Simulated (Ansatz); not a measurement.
Geometry relaxation, with input and output: SiC

System: SiC (F-43m, 2 atoms in the cell).
Method: DFT PBEsol, scalar-relativistic, plane waves, PAW, no spin polarisation (Ansatz 0.2.0).

The structure derives from an entry of the Crystallography Open Database.

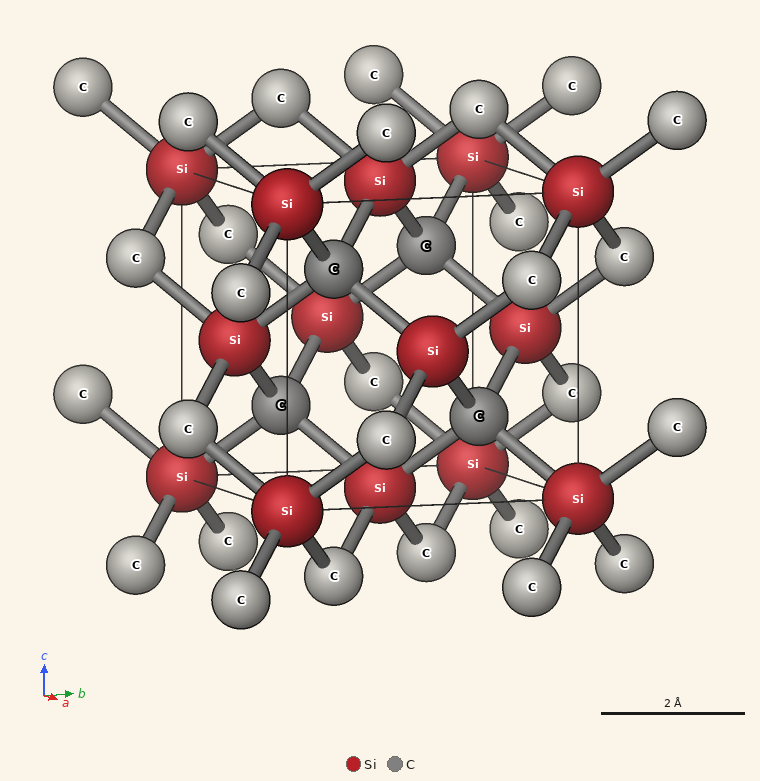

The input geometry (ball-and-stick view of the cell 4 times as large as that of the calculation, set on its symmetry axes, seen at an oblique angle; neighbours outside the cell are drawn fainter). Near neighbours in the crystal (not all of them lie inside the picture): Si has 4 C at 1.88 Å; C has 4 Si at 1.88 Å.

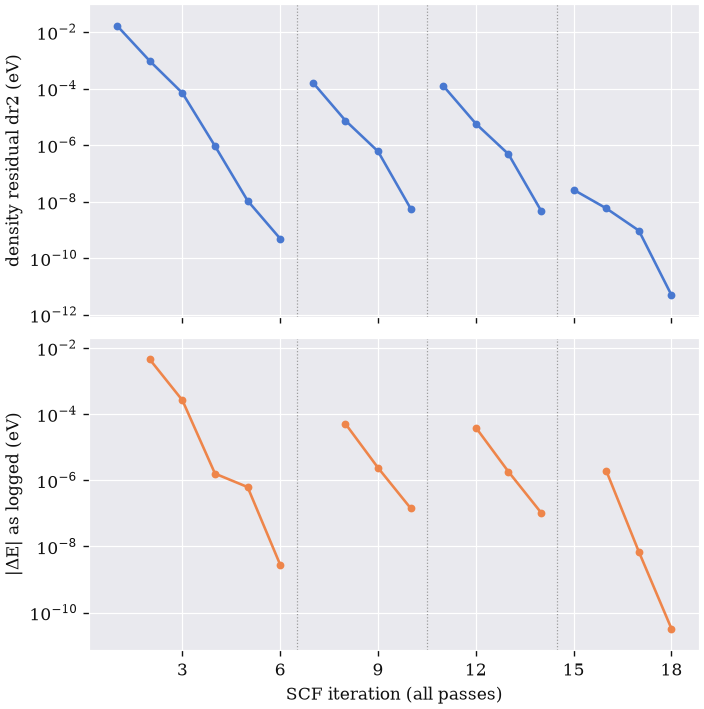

Convergence of the self-consistent field: density residual dr2 and size of the energy change against the SCF iteration. The dotted lines part the SCF passes of the relaxation: geometry steps, rejected trials and re-solves on a re-selected basis. The passes take 6, 4, 4 and 4 iterations.

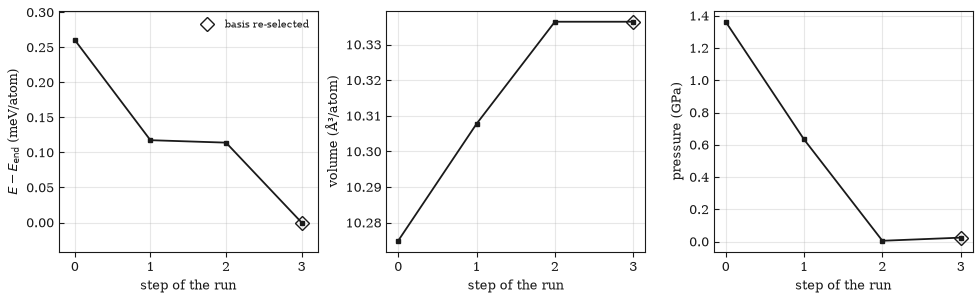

Progress of the relaxation, step by step (the first geometry is step 0 here and step 1 in the log). No atom moves by more than 0.005 Å relative to the cell. The energy falls by 0.1 meV per atom in 2 geometry steps. All forces vanish by symmetry, so only the cell relaxes. Pressure: 1.36 GPa at the start and 0.02 GPa at the end. A last SCF at the same geometry on a re-selected plane-wave basis shifts the energy by −0.1 meV per atom.

The input and output of the run follow.

The input
```yaml
crystal:
  lattice:
    - [0.0, 2.174, 2.174]
    - [2.174, 0.0, 2.174]
    - [2.174, 2.174, 0.0]
  atoms:
    - { symbol: Si, position: [0.0, 0.0, 0.0] }
    - { symbol: C, position: [0.75, 0.75, 0.75] }
basis:
  ecutwfc: 420
kpoints:
  mp_grid: { grid: [12, 12, 12] }
hamiltonian:
  xc: pbesol
scf:
  occupations: { method: gaussian, width: 0.02 }
output:
  forces: true
  stress: true
  eigenvalues: true
relax:
  adjacent_minimum: "off"
  f_tol: 0.005
  max_steps: 80
  cell: { stress_tol: 0.05 }
```

Command:
```bash
ansatz run input.yaml --threads 4 --pin off --max-ram 12288MiB --backend cpu --events-out ev --progress --plain --runs-dir out
```

Output
```
Engine: ansatz 0.2.0, aarch64-unknown-linux-gnu
Pseudopotentials: kind: paw
Pseudopotential: Si, paw, valence charge 4, recommended cutoff 420 eV (normal), Si.paw.azcp
Pseudopotential: C, paw, valence charge 4, recommended cutoff 420 eV (normal), C.paw.azcp
Functional definition: PBEsol
  exchange = pbesol_x
  correlation = pbesol_c
Crystal: 2 atoms, lattice volume = 20.550 Å³
Basis set: ecut = 420 eV, 411 PW (Γ), exchange–correlation on 48×48×48 points (8 copies of the dense FFT grid, shifted against one another)
Bands: 8, of which v1, the nominal top of the filled ones, is band 4 counted from 1 (3 counted from 0)
Symmetry: 24 space group operations
Space group: F-43m (ITA 216), of the structure as read, at distance tolerance 2.7e-5 Å
k-points: 72 of 1728 (time reversal used)
Non-local potential: Si, projectors of the file, l = 0: 2, l = 1: 2, l = 2: 2
Non-local potential: C, projectors of the file, l = 0: 2, l = 1: 2, l = 2: 1
PAW form: soft (Blöchl's): semilocal exchange-correlation on the pseudo side does not see the compensation charge
PAW frozen core: Si, regenerated for the run's functional, and the local potential with it (the file was generated under x = pbe(κ = 0.804, μ = 0.2195149727645171), c = pbe(β = 0.06672455060314922))
PAW frozen core: C, regenerated for the run's functional, and the local potential with it (the file was generated under x = pbe(κ = 0.804, μ = 0.2195149727645171), c = pbe(β = 0.06672455060314922))
PAW one-centre angular grid: Si, 110 points (default); XC on 64 Gauss nodes
PAW one-centre angular grid: C, 110 points (default); XC on 64 Gauss nodes
Initial density: superposition of atomic densities (neutral atoms: chi_scale 0, normalization atom), corrected by the library's trained network
Initial wavefunctions: pseudopotential atomic-orbital guess
Functional: x = pbesol(κ = 0.804, μ = 0.12345679012345678), c = pbesol(β = 0.046)
SCF iter   1: F=—  HF=-868.710425 eV  |F-HF|=—  |Δ(HF+E_count)|=         —  Δρ=8.20e-3  dr2=1.66e-2  ethr=1.77e-3  ⟨swp⟩=6.1  Hψ=4873  notcnv=0
preconditioner: auto → none  [insulator: Δε(μ)=1.133 eV  Ē_g=14.010 eV  σ=0.020 eV  W_gap=1.00  n_scr=0 (ndim 8)  ℏωp=23.2 eV  f_vac=0.000  D(μ)=0.00/eV (n_scr^D=0)  ε∞_Penn≈3.7]
SCF iter   2: F=—  HF=-868.705894 eV  |F-HF|=—  |Δ(HF+E_count)|=   4.53e-3  Δρ=2.38e-3  dr2=9.49e-4  ethr=2.07e-4  ⟨swp⟩=2.5  Hψ=1549  notcnv=0
SCF iter   3: F=—  HF=-868.705630 eV  |F-HF|=—  |Δ(HF+E_count)|=   2.64e-4  Δρ=7.38e-4  dr2=7.01e-5  ethr=1.19e-5  ⟨swp⟩=2.5  Hψ=1083  notcnv=0
SCF iter   4: F=—  HF=-868.705631 eV  |F-HF|=—  |Δ(HF+E_count)|=   1.60e-6  Δρ=1.02e-4  dr2=9.33e-7  ethr=8.77e-7  ⟨swp⟩=2.0  Hψ=864  notcnv=0
iter 5 did not close the SCF: its close was put off for the readings that it lacked (scf_convergence_deferred on its scf_iter line)
SCF iter   5: F=-868.705632 eV  HF=-868.705632 eV  |F-HF|=5.62e-9  |Δ(HF+E_count)|=   6.27e-7  Δρ=7.70e-6  dr2=1.09e-8  ethr=1.17e-8  ⟨swp⟩=2.1  Hψ=833  notcnv=0
SCF iter   6: F=-868.705632 eV  HF=-868.705632 eV  |F-HF|=4.89e-11  |Δ(HF+E_count)|=   2.80e-9  Δρ=1.92e-6  dr2=4.95e-10  ethr=1.37e-10  ⟨swp⟩=2.0  Hψ=1775  notcnv=0
SCF 1 converged in 6 iterations: F = -868.705632 eV  dr2 = 4.95e-10
  greatest PAW one-centre occupation: 0.644 electrons in one spin orbital (limit 2), on the C atom at site 1 (counted from 0), in its partial waves of l = 0
relax step   1: F+E_penalty+E_count = -868.70563212 eV  Δ(F+E_penalty+E_count) = +0.000e0 eV  max|allowed force component| = 3.701e-16 eV/Å  Δτ_max = 0.0000 Å  P = +1.363 GPa  Ω = 20.550 Å³  (6 SCF iters, dr2 threshold 1.00e-7 eV, accepted)
Crystal: 2 atoms, lattice volume = 20.615 Å³
Initial density: handed on by an earlier stage of this run
Initial wavefunctions: those handed on with the density
iter 1 solved again at ethr=2.10e-6 eV; its pass at ethr=3.10e-3 eV (dr2=1.68e-4 eV) is discarded
SCF iter   1: F=—  HF=-868.705972 eV  |F-HF|=—  |Δ(HF+E_count)|=         —  Δρ=8.06e-4  dr2=1.65e-4  ethr=2.10e-6  ⟨swp⟩=1.0  Hψ=4801  notcnv=0
preconditioner: auto → none  [insulator: Δε(μ)=1.230 eV  Ē_g=14.010 eV  σ=0.020 eV  W_gap=1.00  n_scr=0 (ndim 8)  ℏωp=23.1 eV  f_vac=0.000  D(μ)=0.00/eV (n_scr^D=0)  ε∞_Penn≈3.7]
SCF iter   2: F=—  HF=-868.705921 eV  |F-HF|=—  |Δ(HF+E_count)|=   5.15e-5  Δρ=2.05e-4  dr2=7.45e-6  ethr=2.06e-6  ⟨swp⟩=2.4  Hψ=834  notcnv=0
SCF iter   3: F=—  HF=-868.705918 eV  |F-HF|=—  |Δ(HF+E_count)|=   2.40e-6  Δρ=5.74e-5  dr2=6.05e-7  ethr=9.32e-8  ⟨swp⟩=2.6  Hψ=833  notcnv=0
SCF iter   4: F=-868.705918 eV  HF=-868.705918 eV  |F-HF|=1.95e-9  |Δ(HF+E_count)|=   1.44e-7  Δρ=6.84e-6  dr2=5.77e-9  ethr=2.50e-9  ⟨swp⟩=5.0  Hψ=2934  notcnv=0
SCF 2 converged in 4 iterations: F = -868.705918 eV  dr2 = 5.77e-9
  greatest PAW one-centre occupation: 0.643 electrons in one spin orbital (limit 2), on the C atom at site 1 (counted from 0), in its partial waves of l = 0
relax step   2: F+E_penalty+E_count = -868.70591804 eV  Δ(F+E_penalty+E_count) = -2.859e-4 eV  max|allowed force component| = 1.573e-16 eV/Å  Δτ_max = 0.0000 Å  P = +0.633 GPa  Ω = 20.615 Å³  energy of the carried Pulay correction = -1.225e-4 eV  (4 SCF iters, dr2 threshold 2.00e-7 eV, accepted)
Crystal: 2 atoms, lattice volume = 20.673 Å³
iter 1 solved again at ethr=1.60e-6 eV; its pass at ethr=3.10e-3 eV (dr2=1.28e-4 eV) is discarded
SCF iter   1: F=—  HF=-868.705967 eV  |F-HF|=—  |Δ(HF+E_count)|=         —  Δρ=7.01e-4  dr2=1.26e-4  ethr=1.60e-6  ⟨swp⟩=1.0  Hψ=4797  notcnv=0
preconditioner: auto → none  [insulator: Δε(μ)=1.234 eV  Ē_g=13.985 eV  σ=0.020 eV  W_gap=1.00  n_scr=0 (ndim 8)  ℏωp=23.1 eV  f_vac=0.000  D(μ)=0.00/eV (n_scr^D=0)  ε∞_Penn≈3.7]
SCF iter   2: F=—  HF=-868.705927 eV  |F-HF|=—  |Δ(HF+E_count)|=   3.96e-5  Δρ=1.81e-4  dr2=5.78e-6  ethr=1.57e-6  ⟨swp⟩=2.4  Hψ=834  notcnv=0
SCF iter   3: F=—  HF=-868.705925 eV  |F-HF|=—  |Δ(HF+E_count)|=   1.83e-6  Δρ=5.15e-5  dr2=4.84e-7  ethr=7.23e-8  ⟨swp⟩=2.6  Hψ=836  notcnv=0
SCF iter   4: F=-868.705925 eV  HF=-868.705925 eV  |F-HF|=1.76e-9  |Δ(HF+E_count)|=   1.06e-7  Δρ=6.28e-6  dr2=4.85e-9  ethr=2.50e-9  ⟨swp⟩=5.0  Hψ=2834  notcnv=0
SCF 3 converged in 4 iterations: F = -868.705925 eV  dr2 = 4.85e-9
relax step   3: F+E_penalty+E_count = -868.70592527 eV  Δ(F+E_penalty+E_count) = -7.234e-6 eV  max|allowed force component| = 6.014e-17 eV/Å  Δτ_max = 0.0000 Å  P = +0.005 GPa  Ω = 20.673 Å³  energy of the carried Pulay correction = -2.293e-4 eV  (4 SCF iters, dr2 threshold 2.00e-7 eV, accepted)
Initial wavefunctions: pseudopotential atomic-orbital guess (no wavefunctions were taken with the density)
iter 1 solved again at ethr=1.28e-7 eV; its pass at ethr=3.10e-3 eV (dr2=1.02e-5 eV) is discarded
SCF iter   1: F=—  HF=-868.706155 eV  |F-HF|=—  |Δ(HF+E_count)|=         —  Δρ=2.61e-5  dr2=2.65e-8  ethr=1.28e-7  ⟨swp⟩=3.0  Hψ=6437  notcnv=0
preconditioner: auto → none  [insulator: Δε(μ)=1.243 eV  Ē_g=13.988 eV  σ=0.020 eV  W_gap=1.00  n_scr=0 (ndim 8)  ℏωp=23.1 eV  f_vac=0.000  D(μ)=0.00/eV (n_scr^D=0)  ε∞_Penn≈3.7]
SCF iter   2: F=—  HF=-868.706153 eV  |F-HF|=—  |Δ(HF+E_count)|=   1.95e-6  Δρ=1.25e-5  dr2=5.86e-9  ethr=3.32e-10  ⟨swp⟩=2.3  Hψ=836  notcnv=0
SCF iter   3: F=—  HF=-868.706153 eV  |F-HF|=—  |Δ(HF+E_count)|=   6.93e-9  Δρ=2.92e-6  dr2=9.58e-10  ethr=7.32e-11  ⟨swp⟩=2.0  Hψ=864  notcnv=0
SCF iter   4: F=-868.706153 eV  HF=-868.706153 eV  |F-HF|=4.89e-12  |Δ(HF+E_count)|=  3.27e-11  Δρ=2.99e-7  dr2=5.02e-12  ethr=1.00e-12  ⟨swp⟩=4.1  Hψ=2557  notcnv=0
SCF 4 converged in 4 iterations: F = -868.706153 eV  dr2 = 5.02e-12
relax step   4: F+E_penalty+E_count = -868.70615291 eV  Δ(F+E_penalty+E_count) = -2.276e-4 eV  max|allowed force component| = 2.776e-17 eV/Å  Δτ_max = 0.0000 Å  P = +0.024 GPa  Ω = 20.673 Å³  stress off target by 2.45e-2 GPa  SCF on the basis re-selected at this cell (its energy is not comparable with the rows above)  (4 SCF iters)
basis re-selected at this cell: Δ(F+E_penalty+E_count) = -2.276e-4 eV, ΔP = +0.019 GPa vs the last step (what re-selecting the basis moved, of the pressure what is left beyond the Pulay correction that the steps carried, after the strain that the cell walked since its last selection, with what the two solves' SCF thresholds leave and, on support functions, any second-order correction that the steps lacked; it is no measure of the basis error at this ecutwfc). This SCF's stress stands 2.45e-2 GPa from its target on what of the cell is left free (relax.cell.stress_tol is 5.00e-2 GPa) and its largest allowed force component is 2.78e-17 eV/Å (relax.f_tol is 5.00e-3 eV/Å): within both
SCF converged after 4 iterations
Free energy (F): -868.706153 eV
Harris-Foulkes:  -868.706153 eV  (|F-HF|=4.89e-12)
Internal energy: -868.706153 eV  (E = F + TS)
E sigma→0 (E₀):  -868.706153 eV
Fermi energy:    10.051348 eV
--- Per-component energies (eV) ---
  E_band       = 28.144779
  E_kinetic    = 135.299816
  E_local      = -103.733552  (includes V_loc(G=0)·N_el)
  E_nonlocal   = 51.991976
  E_hartree    = 31.525408
  E_xc         = -104.625661
  E_vxc        = -109.155344  (∫ρ·V_xc dr)
  E_paw        = -594.345121  (= ΣΔE_a)
  E_vpaw       = -9.308957  (= ΣTr[D̂ρ^β])
  E_aug_tail   = 0.000015  (compensation charges beyond the density's cutoff)
  E_ewald      = -284.871696
  E_core_change = 0.052661  (= ΣΔE_core)
  E_smearing   = -0.000000  (= −TS)
  E_closure    = -0.000000  (closes the sum)
  Σ components = -868.706153   (vs F -868.706153, Δ=0.00e0)
--- Forces (eV/Å), atoms counted from 1 ---
  atom   1  Si     0.00000000     0.00000000    -0.00000000
  atom   2  C      0.00000000    -0.00000000    -0.00000000
  max |Σ_I F_I| component: 3.70e-17 eV/Å
--- Stress (GPa, compression-positive) ---
        0.024456       0.000000      -0.000000
        0.000000       0.024456       0.000000
       -0.000000       0.000000       0.024456
  P = ⅓ Tr σ = 0.0245 GPa (0.245 kbar)
--- Band table (eV; the first three rows and the last of 72) ---
  k-point 0: bands = ["-5.9986", "9.4298", "9.4298", "9.4298", "15.6079", "16.6790", "16.6790", "16.6790"]
  k-point 1: bands = ["-5.8621", "8.6983", "9.3341", "9.3341", "15.8440", "16.8335", "16.8555", "16.8555"]
  k-point 2: bands = ["-5.4566", "7.0456", "9.0977", "9.0977", "15.7090", "17.1974", "17.1974", "17.7216"]
  k-point 71: bands = ["-0.6872", "2.3871", "4.3774", "4.6831", "14.5512", "18.8010", "18.8519", "19.0614"]
--- Relaxed structure (3 steps of the walk, 3 accepted, 1 SCFs on fresh bases) ---
  F+E_penalty+E_count = -868.70615291 eV   max|allowed force component| = 2.776e-17 eV/Å   (the final SCF, on the basis selected at the relaxed cell)
  cell:  # Å, volume = 20.6728 Å³
    - [-7.133520846053825e-34, 2.178327525080356, 2.178327525080356]
    - [2.178327525080356, 8.741747643936495e-34, 2.178327525080356]
    - [2.178327525080356, 2.178327525080356, 1.230850806696341e-33]
  atoms:
    - { symbol: Si, position: [2.223958892006496e-34, -1.4303470052323936e-34, -3.294412134632029e-34] }
    - { symbol: C, position: [0.75, 0.75, 0.75] }
```

Trajectory as extended XYZ (Å, eV, eV/Å), 4 frames, from step=1 to step=4
```
2
Lattice="0.0000 2.1740 2.1740 2.1740 0.0000 2.1740 2.1740 2.1740 0.0000" Properties=species:S:1:pos:R:3:forces:R:3 step=1 energy=-868.70563 pressure_GPa=1.36
Si    0.0000    0.0000    0.0000    0.0000   0.0000   0.0000
C     3.2610    3.2610    3.2610    0.0000   0.0000   0.0000
2
Lattice="0.0000 2.1763 2.1763 2.1763 0.0000 2.1763 2.1763 2.1763 0.0000" Properties=species:S:1:pos:R:3:forces:R:3 step=2 energy=-868.70592 pressure_GPa=0.63
Si    0.0000    0.0000    0.0000    0.0000   0.0000   0.0000
C     3.2645    3.2645    3.2645    0.0000   0.0000   0.0000
2
Lattice="0.0000 2.1783 2.1783 2.1783 0.0000 2.1783 2.1783 2.1783 0.0000" Properties=species:S:1:pos:R:3:forces:R:3 step=3 energy=-868.70592 pressure_GPa=0.01
Si    0.0000    0.0000    0.0000    0.0000   0.0000   0.0000
C     3.2675    3.2675    3.2675    0.0000   0.0000   0.0000
2
Lattice="0.0000 2.1783 2.1783 2.1783 0.0000 2.1783 2.1783 2.1783 0.0000" Properties=species:S:1:pos:R:3:forces:R:3 step=4 energy=-868.70615 pressure_GPa=0.02
Si    0.0000    0.0000    0.0000    0.0000   0.0000   0.0000
C     3.2675    3.2675    3.2675    0.0000   0.0000   0.0000
```

Key numbers

| quantity | value |
| --- | --- |
| outcome | converged |
| space group (tolerance 0.01 Å) | F-43m (216) |
| electrons treated | 8 |
| free energy | −868.7062 eV |
| Fermi energy | 10.051 eV |
| gap on the k-point mesh | 1.24 eV |
| pressure | 0.02 GPa |
| final volume | 20.67 Å³ |
| largest force (length of the vector) at the end | under 0.001 eV/Å |
| final cell | a = 3.081 Å, b = 3.081 Å, c = 3.081 Å, α = 60.00°, β = 60.00°, γ = 60.00° |
| hardware | 4 threads of Arm Neoverse V2, 24 GiB of memory available, shared host |
| wall time | 1.8 s (CPU time 6.2 s) |
| peak memory | 0.3 GiB |
